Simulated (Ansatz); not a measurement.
Si2Mo: several calculations on one system

**1. Relaxation**

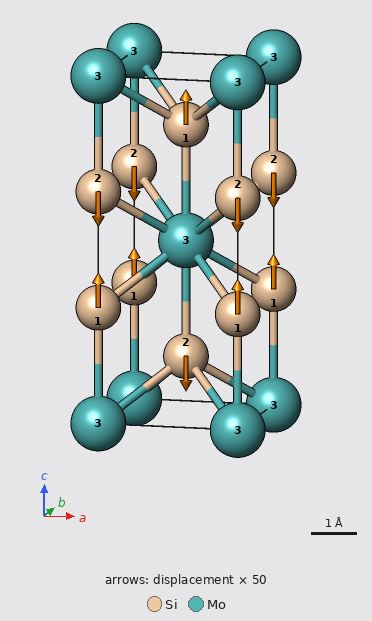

This is a relaxation of crystalline Si₂Mo (set up in I4/mmm). The starting structure is drawn; orange arrows show the displacements (the part carried along by the change of the cell is left out), 50 times their true length.

A ball-and-stick model of the conventional cell (2 times the calculation's cell), seen slightly off an axis. Lengths and directions refer to the drawn axes.

All numbers below come from DFT PBEsol, scalar-relativistic, plane waves, PAW in Ansatz.

Input file:
```yaml
crystal:
  lattice:
    - [-1.6, 1.6, 3.9305]
    - [1.6, -1.6, 3.9305]
    - [1.6, 1.6, -3.9305]
  atoms:
    - { symbol: Si, position: [0.333, 0.333, 0.0] }
    - { symbol: Si, position: [0.667, 0.667, 0.0] }
    - { symbol: Mo, position: [0.0, 0.0, 0.0] }
basis:
  ecutwfc: 420
kpoints:
  mp_grid: { grid: [18, 18, 18] }
hamiltonian:
  xc: pbesol
scf:
  occupations: { method: gaussian, width: 0.1 }
output:
  forces: true
  stress: true
  eigenvalues: true
relax:
  adjacent_minimum: "off"
  f_tol: 0.005
  max_steps: 80
  cell: { stress_tol: 0.05 }
```

What happened in the run?

The largest moves relative to the cell, 0.016 Å, are those of Si1 and Si2. Si2 goes along −c. Mo stays in place. The drawn cell changes as follows: a = b 3.200 → 3.190 Å (−0.3 %), c 7.861 → 7.821 Å (−0.5 %); the volume changes by −1.1 %. Near-neighbour distances that change, for instance: Si1–Mo3 2.616 → 2.599 Å. The space group stays I4/mmm (No. 139). The energy falls by 9.6 meV per cell of the calculation in 3 accepted moves (4 points after the start). Largest force component: 0.33 eV/Å at the start, 0.0016 eV/Å at the end. The pressure goes from −2.74 to −0.01 GPa. At 1 point the geometry stayed and the basis and grid were re-selected for the new cell (energy shift of 0.1 meV per cell of the calculation at most each time).

**2. Relaxation**

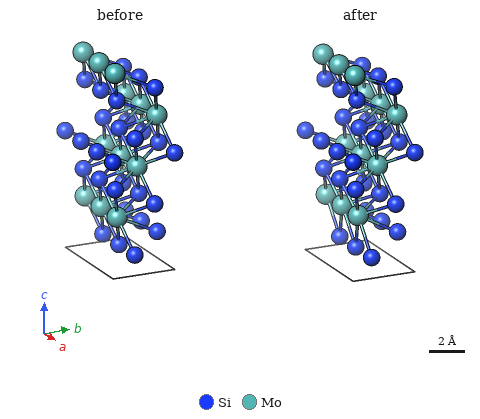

The structure of a slab of composition Si$_{2}$Mo (cut from the I4/mmm phase) before (left) and after (right) a relaxation, at one scale.

A ball-and-stick model of the 3 × 1 repeat of the cell, outlined in the plane, without the vacuum, seen slightly off an axis.

Case: (1 0 1) slab, atoms relaxed. The slab is the (1 0 1) face of Si2Mo.

Level of theory: Ansatz, DFT PBEsol, scalar-relativistic, plane waves, PAW.

Input file:
```yaml
crystal:
  lattice:
    - [3.1900700822, 0.0, 0.0]
    - [-1.5950350411, 4.2234641128, 0.0]
    - [0.0, 0.0, 25.825599164]
  atoms:
    - { symbol: Si, position: [0.7127290045, 0.425458009, 0.2904095255] }
    - { symbol: Si, position: [0.4298983544, 0.8597967089, 0.3281399316] }
    - { symbol: Mo, position: [0.1426273589, 0.2852547179, 0.3664626923] }
    - { symbol: Si, position: [0.8553563634, 0.7107127268, 0.4047854529] }
    - { symbol: Si, position: [0.5725257134, 0.1450514267, 0.442515859] }
    - { symbol: Mo, position: [0.2852547179, 0.5705094357, 0.4808386197] }
    - { symbol: Si, position: [0.9979837223, 0.9959674447, 0.5191613803] }
    - { symbol: Si, position: [0.7151530723, 0.4303061446, 0.5568917864] }
    - { symbol: Mo, position: [0.4278820768, 0.8557641536, 0.5952145471] }
    - { symbol: Si, position: [0.1406110813, 0.2812221625, 0.6335373077] }
    - { symbol: Si, position: [0.8577804312, 0.7155608625, 0.6712677138] }
    - { symbol: Mo, position: [0.5705094357, 0.1410188714, 0.7095904745] }
basis:
  ecutwfc: 420
kpoints:
  mp_grid: { grid: [12, 8, 1] }
hamiltonian:
  xc: pbesol
scf:
  occupations: { method: gaussian, width: 0.1 }
output:
  forces: true
  eigenvalues: true
relax:
  adjacent_minimum: "off"
  f_tol: 0.02
  max_steps: 60
efield:
  axis: 3
  dipole_correction: true
```

**Describe what moved and what it gained.**

Over 9 accepted moves (12 points after the start) the energy falls by 0.227 eV per cell of the calculation. The largest force component goes from 1.8 to 0.013 eV/Å. The line search rejected the trial steps at points 8, 9, 11 of the run. The forces were under the threshold at step 5, but the run went on from there. Si1 moves most relative to the layer's centre: 0.24 Å at 54° to the normal (−c side). By element the largest moves are Si 0.24 Å, Mo 0.12 Å. The cell stays as it was. Among the contacts that change: Si1–Si2 2.580 → 2.427 Å, Si1–Mo3 2.599 → 2.732 Å, Mo9–Mo12 3.190 → 3.069 Å, Si10–Mo12 2.599 → 2.484 Å. Among the angles between lasting bonds that change: Si10–Mo12–Si11 104.3° → 110.3°, Si11–Mo12–Si11 119.8° → 125.5°, Mo12–Si11–Mo12 119.8° → 125.5°. The run took roughly 17 core-minutes on a shared host.

**3. A change**

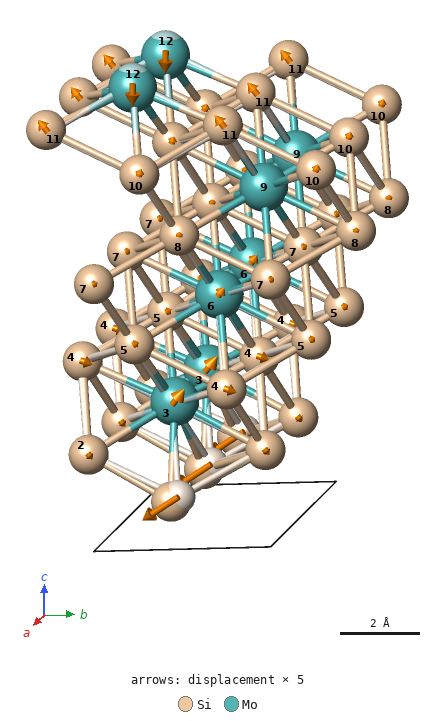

A (1 0 1) slab of Si2Mo as cut from the relaxed bulk, drawn pale, and a changed version of it, drawn solid. The orange arrows show how the atoms are displaced, magnified 5 times. A ball-and-stick model of the 2 × 1 repeat of the cell, outlined in the plane, without the vacuum, seen slightly off an axis.

Method: Ansatz 0.2.0, DFT PBEsol, scalar-relativistic, plane waves, PAW. Settings: plane-wave cutoff 420 eV; occupations gaussian; smearing width 0.1 eV; no spin polarisation. The k-mesh is chosen for each cell (12×8×12, 12×8×1).

### What was done to the structure, and with what result?

The atoms of the slab are relaxed at the bulk's in-plane cell. The surface energy (mean of the two faces) falls from 3.68 to 3.54 J/m². The top spacing, between the Mo and Si planes, goes from 0.99 to 0.81 Å (−18.6 %), the bottom one (Si to Si) from 0.97 to 1.08 Å (+11.2 %). The lattice vectors keep their values. The largest move relative to the layer's centre is that of a Si atom, 0.24 Å at 54° to the normal (−c side). By element the largest moves are Si 0.24 Å, Mo 0.12 Å. Some distances before and after: Si–Si 2.619 → 2.582 to 2.816 Å, Si–Si 2.580 → 2.427 to 2.651 Å, Mo–Si 2.599 → 2.484 to 2.733 Å, Mo–Si 2.621 → 2.507 to 2.632 Å.
